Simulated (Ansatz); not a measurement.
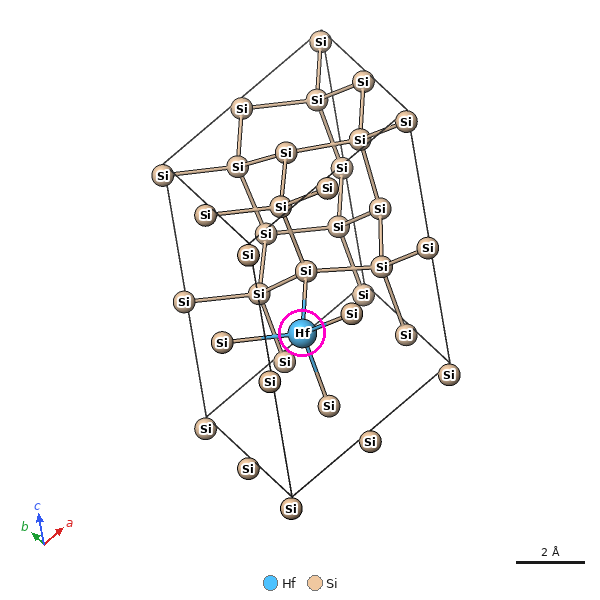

The image is a ball-and-stick drawing of a crystal, viewed slightly off an axis. The edges of the supercell are marked. The host is Si, in a cell of 16 sites, and the cell carries a charge of -1. A ring marks the defect's site.

### Spot the defect.

Hafnium on a silicon site (a substitutional impurity). It is bonded to four Si in a tetrahedral arrangement at about 2.5 Å.

Setup: Ansatz 0.2.0, DFT PBE, scalar-relativistic, plane waves, PAW; a basis cut at 420 eV, k-points on a 4×4×4 grid, Gaussian smearing of 0.01 eV, collinear spins.

### Is there a net spin in the supercell?

No net moment.

The atoms were relaxed in the host's cell with DFT PBE, scalar-relativistic, plane waves, PAW in Ansatz.
